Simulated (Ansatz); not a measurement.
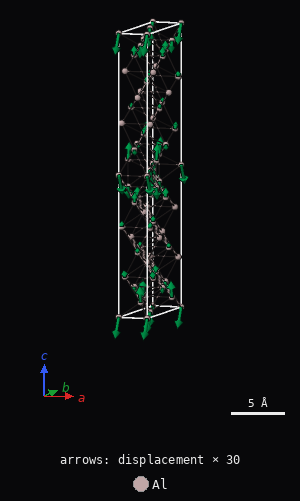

A relaxation of an interface cell of composition Al. The starting structure is drawn; green arrows show the displacements (the part carried along by the change of the cell is left out), 30 times their true length.

Style: ball-and-stick. Shown: the conventional cell (2 times the calculation's cell), slightly off an axis. Lengths and directions refer to the drawn axes.

Case: symmetric tilt boundary Sigma 11 (3 1 1), mirror on a plane, shift [0, 0].

Method: DFT PBE, scalar-relativistic, plane waves, PAW in Ansatz 0.2.0.

Input file:
```yaml
crystal:
  lattice:
    - [2.8577415354, 0.0, 0.0]
    - [-1.4288707677, 4.7390282103, 0.0]
    - [0.0, 0.0, 27.10799187]
  atoms:
    - { symbol: Al, position: [0.0, 0.0, 0.0] }
    - { symbol: Al, position: [0.1818181818, 0.3636363636, 0.1348545209] }
    - { symbol: Al, position: [0.3636363636, 0.7272727273, 0.2697090417] }
    - { symbol: Al, position: [0.4545454545, 0.9090909091, 0.0899030139] }
    - { symbol: Al, position: [0.0909090909, 0.1818181818, 0.3146605487] }
    - { symbol: Al, position: [0.2727272727, 0.5454545455, 0.4495150695] }
    - { symbol: Al, position: [0.6363636364, 0.2727272727, 0.2247575348] }
    - { symbol: Al, position: [0.8181818182, 0.6363636364, 0.3596120556] }
    - { symbol: Al, position: [0.7272727273, 0.4545454545, 0.044951507] }
    - { symbol: Al, position: [0.9090909091, 0.8181818182, 0.1798060278] }
    - { symbol: Al, position: [0.5454545455, 0.0909090909, 0.4045635626] }
    - { symbol: Al, position: [0.1818181818, 0.3636363636, 0.8596120556] }
    - { symbol: Al, position: [0.3636363636, 0.7272727273, 0.7247575348] }
    - { symbol: Al, position: [0.4545454545, 0.9090909091, 0.9045635626] }
    - { symbol: Al, position: [0.0909090909, 0.1818181818, 0.6798060278] }
    - { symbol: Al, position: [0.2727272727, 0.5454545455, 0.544951507] }
    - { symbol: Al, position: [0.6363636364, 0.2727272727, 0.7697090417] }
    - { symbol: Al, position: [0.8181818182, 0.6363636364, 0.6348545209] }
    - { symbol: Al, position: [0.7272727273, 0.4545454545, 0.9495150695] }
    - { symbol: Al, position: [0.9090909091, 0.8181818182, 0.8146605487] }
    - { symbol: Al, position: [0.5454545455, 0.0909090909, 0.5899030139] }
    - { symbol: Al, position: [1.0, 1.0, 0.5] }
basis:
  ecutwfc: 420
kpoints:
  mp_grid: { grid: [12, 12, 2] }
hamiltonian:
  xc: pbe
scf:
  occupations: { method: gaussian, width: 0.1 }
output:
  forces: true
  stress: true
  eigenvalues: true
  populations: true
  write_density: true
  write_potential: true
  elf: true
  volumetric_format: npy
relax:
  adjacent_minimum: "off"
  f_tol: 0.02
  max_steps: 60
  cell: { fix: [a, b, alpha, beta, gamma], stress_tol: 0.1 }
```

Command:
```bash
ansatz run input.yaml --threads 4 --pin off --max-ram 12288MiB --backend cpu --events-out ev --progress --plain --runs-dir out
```

### Describe the change and its energy.

The largest moves relative to the cell, 0.077 Å, are those of Al1 and Al22. Al22 goes along [0 3 −2]. The drawn cell changes as follows: a unchanged at 2.858 Å, b unchanged at 9.478 Å, c 27.108 → 27.021 Å (−0.3 %); the volume changes by −0.3 %. Some distances before and after: Al11–Al22 2.987 → 2.886 Å, Al6–Al16 2.587 → 2.682 Å, Al16–Al22 2.858 → 2.931 Å, Al1–Al19 2.925 → 2.887 Å. Over 2 accepted moves (3 points after the start) the energy falls by 79.4 meV per cell of the calculation. The largest force component goes from 0.51 to 0.0081 eV/Å. The pressure goes from −0.08 to 0.08 GPa. At 1 point the geometry stayed and the basis and grid were re-selected for the new cell (energy shift of 0.5 meV per cell of the calculation at most each time). Cost: 3.4 min on 4 threads of Arm Neoverse V2 (shared host), peak memory 1.6 GiB.
